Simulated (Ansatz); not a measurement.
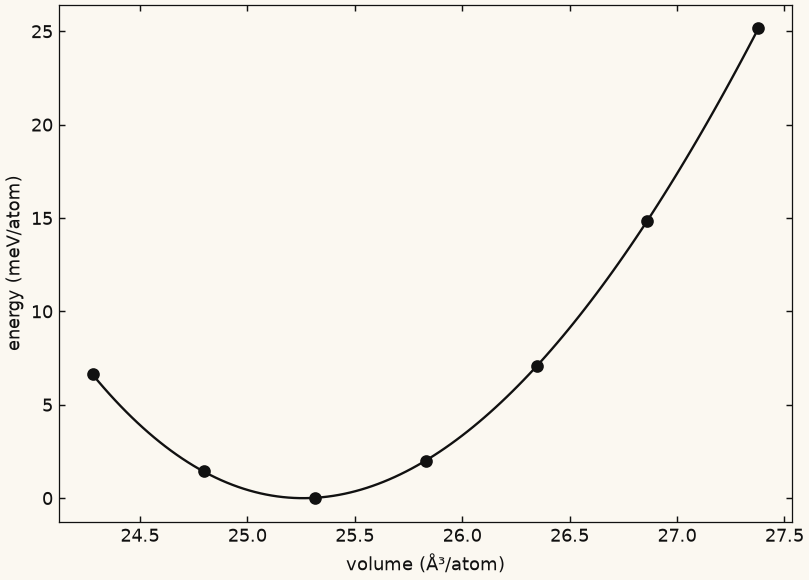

The figure shows the energy against volume for CaSe, space group Fm-3m (No. 225).

The given structure:
```yaml
crystal:
  lattice:
    - [0.00000, 2.95600, 2.95600]
    - [2.95600, 0.00000, 2.95600]
    - [2.95600, 2.95600, 0.00000]
  atoms:
    - { symbol: Se, position: [0.50000, 0.50000, 0.50000] }
    - { symbol: Ca, position: [0.00000, 0.00000, 0.00000] }
```

Calculation (Ansatz 0.2.0): all-electron LAPW DFT, no spin polarisation; energies at scaled volumes of the given cell, shape and fractions fixed, counted from the fit's minimum, third-order Birch-Murnaghan fit. Level: PBEsol.

| setting | value |
| --- | --- |
| k mesh | 8×8×8 |
| occupations | Fermi–Dirac |
| smearing width | 0.05 eV |
| potentials | all electron LAPW, scalar relativistic |
| program settings | basis error eV/atom 0.001 |

From this curve and the settings, what does the calculation give for the pressure at the same points?

The pressure falls from 2.24 GPa at volume 24.28 Å³/atom to −3.55 GPa at 27.38 Å³/atom, and changes sign near 25.27 Å³/atom.

```csv
volume (Å³/atom),pressure (GPa)
24.28,2.24
24.80,1.01
25.31,-0.10
25.83,-1.10
26.35,-2.01
26.86,-2.82
27.38,-3.55
```
